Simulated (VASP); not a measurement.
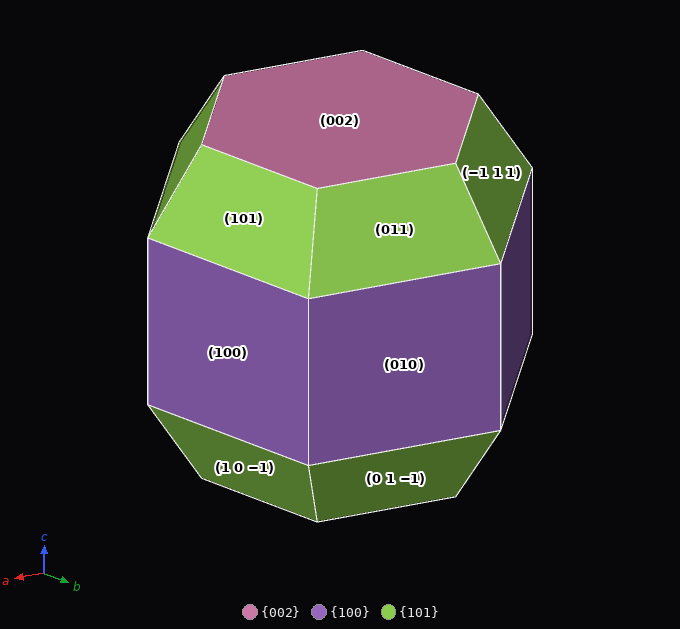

Mg, space group P6_3/mmc (No. 194), a = 3.181 Å, b = 3.181 Å, c = 5.204 Å, α = 90.00°, β = 90.00°, γ = 120.00°. Crystal habit computed by the BFDH rule (growth rate of a face proportional to 1/d, systematic absences taken into account). This is a geometric estimate, not an energy calculation. Source: the geometry relaxed with VASP Kohn-Sham DFT of a periodic cell, B3LYP, VASP PAW PBE potentials, recommended in VASP. Forms under 0.4 % of the area are left out.

### Why is the form written {002} rather than {001}?

The reflection 001 is extinguished by the screw axis (and also by a glide plane) of P6_3/mmc: equivalent layers repeat every d/2 = 2.602 Å, and the rule uses that shorter spacing.

### How many faces does the whole crystal have, by form?

20 faces: 6 of {100}, 12 of {101} and 2 of {002}.
